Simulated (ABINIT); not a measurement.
**Sb: geometry relaxation (part 5 of 5)**

The same run, continued: Sb (R-3m, 2 atoms in the cell); Kohn-Sham DFT of a periodic cell, PBEsol, JTH PAW PBE v2.0, no spin polarisation (ABINIT 10.8.3); cutoff 435.38 eV, 6×6×6 k-mesh, fermi-dirac of 0.05 eV. The structure derives from an entry of the Crystallography Open Database.

Geometry of the input (Å; fractional positions):
```
2.1542  1.2437  3.7580
-2.1542  1.2437  3.7580
0.0000  -2.4875  3.7580
Sb 0.7665  0.7665  0.7665
Sb 0.2335  0.2335  0.2335
```

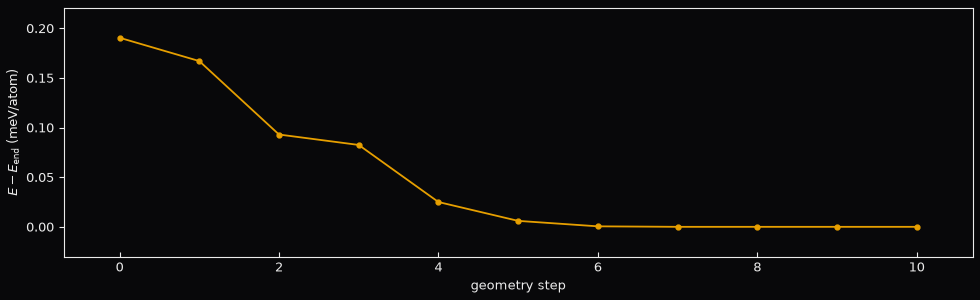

Progress of the relaxation, step by step (steps are counted from 0).

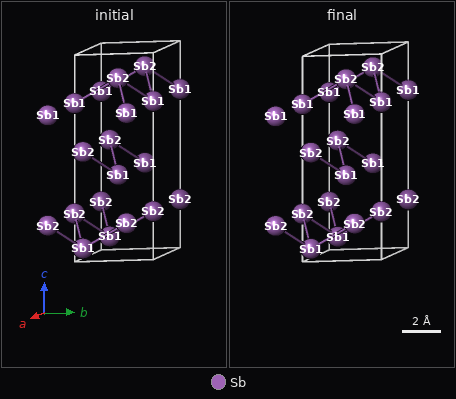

Before (left) and after (right) the relaxation, at one scale (ball-and-stick view of the cell 3 times as large as that of the calculation, set on its symmetry axes, repeated 2 × 1 × 1, seen slightly off an axis). The atoms keep their places relative to the cell (all moves are under 0.005 Å). The drawn cell changes as follows: a = b 4.308 → 4.319 Å (+0.2 %), c 11.274 → 11.210 Å (−0.6 %); the volume changes by −0.1 %. Distances before and after: Sb1–Sb2 2.908 → 2.913 Å. The space group stays R-3m (No. 166). After 10 geometry steps the energy has fallen by 0.2 meV per atom. Largest force component: 0.028 eV/Å at the start, 0.00081 eV/Å at the end. (Atoms are counted from 1 in the order of the input.)
